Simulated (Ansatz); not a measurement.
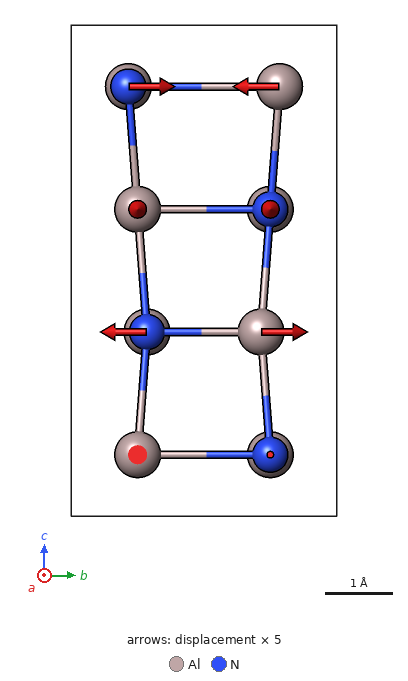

This is a relaxation of a crystal of AlN (a generated structure, set up in I-42d) (coarse preliminary run). The starting structure is drawn; red arrows show the displacements (the part carried along by the change of the cell is left out), 5 times their true length.

Style: ball-and-stick. Shown: the conventional cell (2 times the calculation's cell), along the a axis. Lengths and directions refer to the drawn axes.

Theory: Ansatz 0.2.0, DFT PBE, scalar-relativistic, plane waves, PAW.

Input
```yaml
crystal:
  lattice:
    - [-1.98555136, 1.98555136, 3.67348145]
    - [1.98555136, -1.98555136, 3.67348145]
    - [1.98555136, 1.98555136, -3.67348145]
  atoms:
    - { symbol: Al, position: [0.66009612, 0.625, 0.53509612] }
    - { symbol: Al, position: [0.08990388, 0.125, 0.46490388] }
    - { symbol: Al, position: [0.375, 0.91009612, 0.03509612] }
    - { symbol: Al, position: [0.875, 0.33990388, 0.96490388] }
    - { symbol: "N", position: [0.375, 0.33990388, 0.46490388] }
    - { symbol: "N", position: [0.875, 0.91009612, 0.53509612] }
    - { symbol: "N", position: [0.08990388, 0.625, 0.96490388] }
    - { symbol: "N", position: [0.66009612, 0.125, 0.03509612] }
basis:
  ecutwfc: 420
kpoints:
  mp_grid: { grid: [6, 6, 6] }
hamiltonian:
  xc: pbe
scf:
  occupations: { method: gaussian, width: 0.1 }
  lower_state_search: "off"
output:
  forces: true
  stress: true
  eigenvalues: true
relax:
  adjacent_minimum: "off"
  f_tol: 0.04
  max_steps: 70
  cell: { stress_tol: 0.4 }
```

Run as
```bash
ansatz run input.yaml --threads 1 --pin off --max-ram 2560MiB --backend cpu --events-out ev --progress --plain --runs-dir out
```

Q: What did the optimiser do to the structure, and how much energy did it gain?

A: The largest moves relative to the cell, 0.14 Å, are those of 8 atoms (Al1, Al2, Al3, Al4 and others). N5 goes along +a. By element the largest moves are N 0.14 Å, Al 0.14 Å. The drawn cell changes as follows: a = b 3.971 → 4.071 Å (+2.5 %), c 7.347 → 8.139 Å (+10.8 %); the volume changes by +16.4 %. Among the contacts that change: Al1–N7 1.707 → 2.035 Å, Al1–N7 (another image) 2.264 → 2.035 Å, Al1–N5 1.847 → 2.035 Å, Al1–N8 1.986 → 2.035 Å. Bond angles that change, for instance: N7–Al4–N8 171.3° → 180.0°, Al1–N5–Al2 171.3° → 180.0°, Al1–N5–Al3 85.7° → 90.0°. The space group (tolerance 0.01 Å) goes from I-42d (No. 122) to Fm-3m (No. 225). The energy falls by 4.229 eV per cell of the calculation in 6 accepted moves (8 points after the start). Largest force component: 5.5 eV/Å at the start, 0.00025 eV/Å at the end. The pressure goes from 76.18 to 0.00 GPa. At 2 points the geometry stayed and the basis and grid were re-selected for the new cell (energy shift of 96.9 meV per cell of the calculation at most each time). The run took 51 s on 1 thread of Arm Neoverse V1, with other jobs on the host, peak memory 0.34 GiB.
